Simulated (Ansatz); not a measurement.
## Electronic structure of CrO₂ in real space

Input

```
crystal:
  lattice:
    - [1.4899679969, 0.8602334241, 4.7899538005]
    - [-1.4899679969, 0.8602334241, 4.7899538005]
    - [0.0, -1.7204668482, 4.7899538005]
  atoms:
    - { symbol: Cr, position: [0.5, 0.5, 0.5], spin: 4.5 }
    - { symbol: O, position: [0.230918, 0.230918, 0.230918] }
    - { symbol: O, position: [0.769082, 0.769082, 0.769082] }
hamiltonian:
  xc: pbe
  pseudopotentials: { kind: paw }
magnetization:
  spin_polarized: true
kpoints:
  mp_grid: { grid: [10, 10, 10] }
scf:
  occupations: { method: fermi_dirac, width: 0.05 }
output:
  forces: true
  stress: true
  eigenvalues: true
  write_density: true
  write_potential: true
  elf: true
  volumetric_format: npy
```

Launched as:

```sh
ansatz run input.yaml --threads 2 --pin off --max-ram 5120MiB --backend cpu --events-out ev --progress --plain --runs-dir out
```

Below, planes, directions and counts refer to the conventional cell (a = 2.98 Å, b = 2.98 Å, c = 14.37 Å, α = 90.00°, β = 90.00°, γ = 120.00°).

Space group R-3m; a structure from a database of computed crystals, not necessarily the ambient phase; not relaxed (largest force 0.3 eV/Å); computed pressure about −8 GPa in this cell; spin-polarised.

Method: Kohn-Sham DFT of a periodic cell, PBE, Ansatz PAW (Ansatz).

The density is the valence pseudo-density of a PAW calculation; it isn't the true density close to the nuclei.

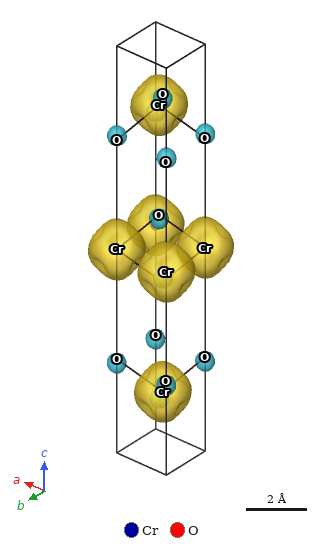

Figure 1. Isosurfaces of the spin density at +0.1 (yellow) and −0.1 e/Å³ (cyan), seen at an oblique angle. Sticks mark near contacts.

Which atoms carry the moments, and with what signs?

The spin density sits on Cr: +1.8 μB (×3) in one cell of 9 atoms, with smaller moments on O (up to −0.09 μB): parallel main moments, as they must be, since the calculation's own cell holds one magnetic site. The cell of the calculation (3 atoms) carries 2.0 μB of net spin moment.

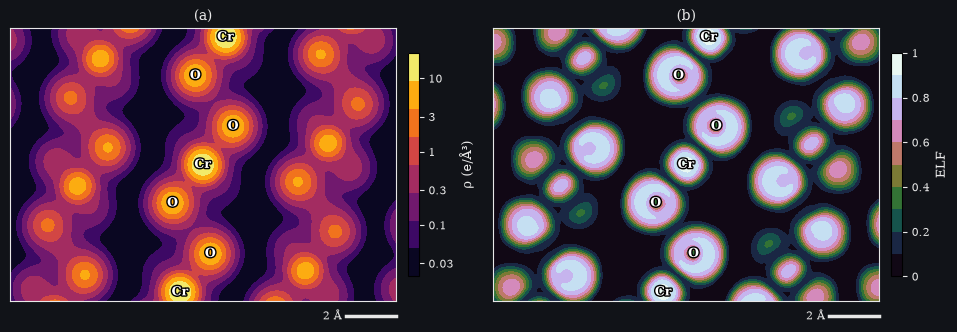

Figure 2. (a) valence electron density; (b) electron localisation function on the (111) plane of the conventional cell.

Describe what can be read from this map.

- Atoms in the plane: Cr and O.
- Atoms just off the plane (Cr, 0.5 Å away and O, 0.4 Å away) can leave unmarked features too.
- Cr–O (1.95 Å): ρ at the midpoint is about 0.69 e/Å³; the ELF peaks at about 0.85 in the valence shell of O, 0.6 Å from its nucleus, and is about 0.25 at the midpoint; no localised pair shows between them.
- Between the atoms the lowest density in this plane is 0.006 e/Å³.
- The features right at Cr lie inside the PAW spheres, where the map follows smoothed inner orbitals and isn't to be read closely.

Metal or insulator at this level of theory?

It is metallic or semimetallic at this level of theory: no gap opens; semilocal functionals without U, or without the true magnetic order, often close the gap of such compounds.
